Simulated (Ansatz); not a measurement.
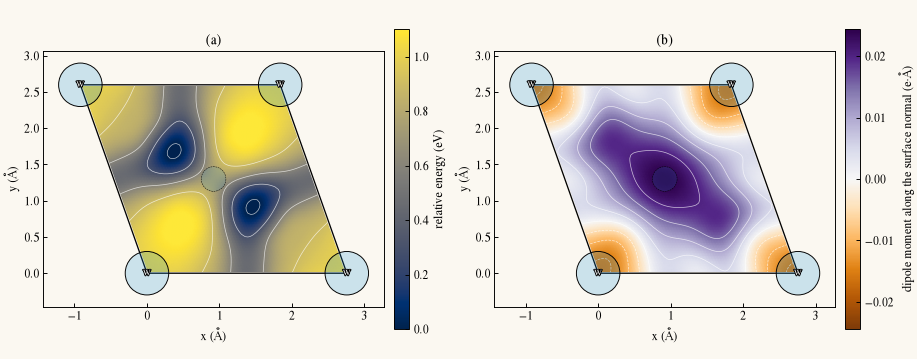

S on a W(110) slab cut from the Im-3m phase, its upper half relaxed before the scan (3 atoms of substrate and one adsorbate in a 1 × 1 cell). S is moved over the surface cell; relaxed at each place: the height of the adsorbate's atoms; substrate rigid; the origin of the map has the adsorbate above W3. Places are given modulo a cell vector. The map is drawn in real space over the plane of the surface. The scan uses a 6 × 6 grid; 13 points were computed and 23 follow by symmetry. All energies are given in eV relative to the lowest grid point. With one adsorbate in each 1 × 1 cell, its nearest image is 2.8 Å away, so neighbouring adsorbates interact. Computed with DFT PBE, scalar-relativistic, plane waves, PAW (Ansatz). Settings: cutoff 420 eV, k-mesh 10×10×1, gaussian smearing 0.1 eV, no spin polarisation.

Panel (a) is the energy; panel (b) is the computed dipole moment along the surface normal, in e·Å.

The picture shows a smooth colour map with a few white contour lines, labelled circles for the atoms of the top layer and small ones for the second layer, the outline of one cell of the plane. Between grid points the surface is interpolated.

> How does the dipole moment along the surface normal vary over the map, and what is it at the lowest grid point?

It runs from −0.02 e·Å at the top site over a surface W atom, (0/6, 0/6) of the cell vectors to 0.02 e·Å at a bridge site between two W atoms, over a second-layer W atom, (3/6, 3/6) of the cell vectors. At the lowest grid point, (2/6, 4/6) of the cell vectors [nearest 1 W at 2.28 Å], it is 0.02 e·Å.

PAW datasets: the set soft_1.
